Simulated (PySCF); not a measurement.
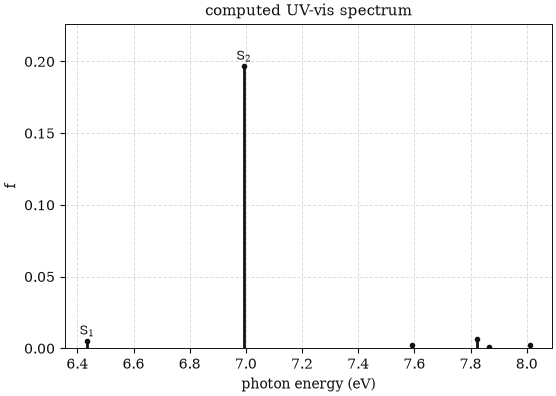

Vertical TDDFT excitations, PBE0/def2-SVPD with PySCF, at a GFN2-xTB geometry (no frequency check), gas phase. The lowest 6 singlet states are shown.

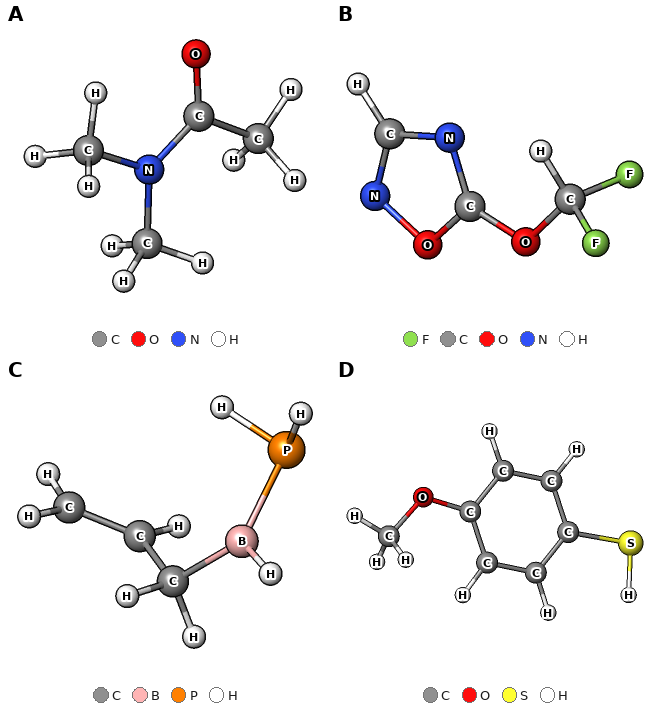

> Whose absorption spectrum is this? Choose among the lettered structures.

Structure B, C₃H₂F₂N₂O₂, SMILES FC(F)Oc1ncno1. Its lowest singlet lies at 6.43 eV (f = 0.005) and the brightest of those computed is S2 at 6.99 eV (177 nm), f = 0.197, mainly HOMO → LUMO (93 %).

Caveats: the tight-binding geometry is rougher than a DFT one and adds to the error; one conformer of a flexible molecule; core orbitals are frozen in the response.
